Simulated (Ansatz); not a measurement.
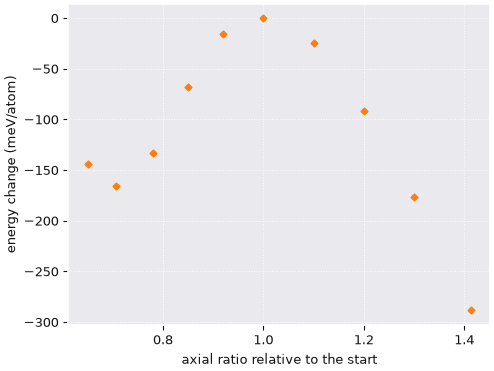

The figure shows the energy change against relative axial ratio.

Method: deformation of a crystal at fixed volume, lengths along the axis scaled against those across it, fractional coordinates fixed, by plane-wave density functional theory with PAW datasets, free energies less that of the undisturbed cell, pressure positive in compression; scalar-relativistic (Ansatz 0.2.0). Level: PBEsol, no spin polarisation.

> For which of these solids was it computed?
A. S, Fm-3m (No. 225), 15.9 Å³/atom, path tetragonal
B. WC, P-6m2 (No. 187), 10.3 Å³/atom, path axial
C. Zr, Im-3m (No. 229), 23.7 Å³/atom, path trigonal

A, S: energy change from −288 meV/atom to 0 meV/atom. The others give: WC, energy change from 0 meV/atom to 940 meV/atom; Zr, energy change from 0 meV/atom to 4022 meV/atom.

For S, limits of the calculation: reference crystal is not relaxed.

For WC, limits of the calculation: reference crystal is not relaxed; shape and atomic fractions are frozen while scaling, which makes layered, chain and framework solids too stiff.

For Zr, limits of the calculation: atoms far too close at some points of the scan; reference crystal is not relaxed.
